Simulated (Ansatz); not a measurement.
CdS (Greenockite), computed twice by G0W0.

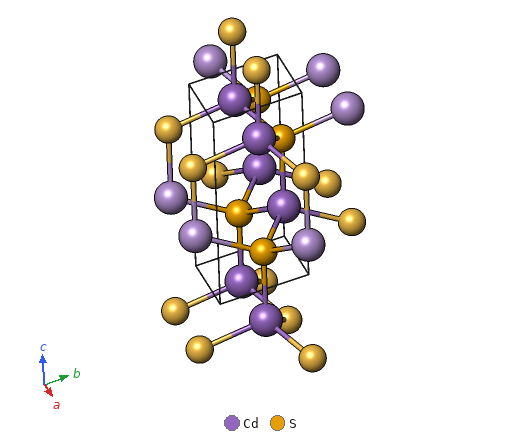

The structure (cadmium purple, sulfur orange). 2×1×1 cells are drawn. Some periodic images of atoms are drawn too.

```cif
data_structure
_symmetry_space_group_name_H-M 'P 1'
_symmetry_Int_Tables_number 1
_cell_length_a 4.1370
_cell_length_b 4.1370
_cell_length_c 6.7144
_cell_angle_alpha 90.000
_cell_angle_beta 90.000
_cell_angle_gamma 120.000
_cell_volume 99.52
loop_
_atom_site_label
_atom_site_type_symbol
_atom_site_fract_x
_atom_site_fract_y
_atom_site_fract_z
_atom_site_occupancy
Cd1 Cd 0.66667 0.33333 0.00000 1
Cd2 Cd 0.33333 0.66667 0.50000 1
S3 S 0.66667 0.33333 0.37500 1
S4 S 0.33333 0.66667 0.87500 1
```

The cell and positions come from the Crystallography Open Database and are kept as given unless a step says otherwise.

The first (Ansatz 0.2.0; start PBE, 12×12×4 mesh, 415 empty bands, screening to 150 eV, hard PAW files; 1 × NVIDIA H100 80GB HBM3 (shared by 3 runs) with 4 threads of AMD EPYC 7R13 (Zen 3), shared host) gave, on its mesh: starting gap 1.22 eV, G0W0 gap 2.05 eV, RPA ε∞ (mean) 5.80, 5 min.

The second gave: starting gap 1.22 eV, G0W0 gap 2.05 eV, RPA ε∞ (mean) 5.73, 12 min.

Q: What was changed in the input? Choose among start, files, mesh, bands and cutoff, frequency model or another key.

Changed: mesh from 12×12×4 to 12×12×6. The starting gap stayed, which rules out the functional and points to the GW step. Other changes could give like numbers; this is the one that was made.

Limits: not at the basis limit; no spin-orbit coupling.

[Paths, hosts, dates, memory and timing lines, banners, echoed tables and standing remarks are left out of the program output.]

[Logs are printed without paths, hosts, clocks, repeated set-up lines and the standing remarks that a program may print on its own settings, such as how far it seeks lower states.]

[Runs of the session that timed out or met a known fault of the program may be left out.]

[Cells called generated may have been cut or substituted from an entry of the Crystallography Open Database or the Materials Project.]

[Hosts, paths, dates, database ids (printed as entryN), source tags and the programs' standing remarks are cut or masked in the printed files.]
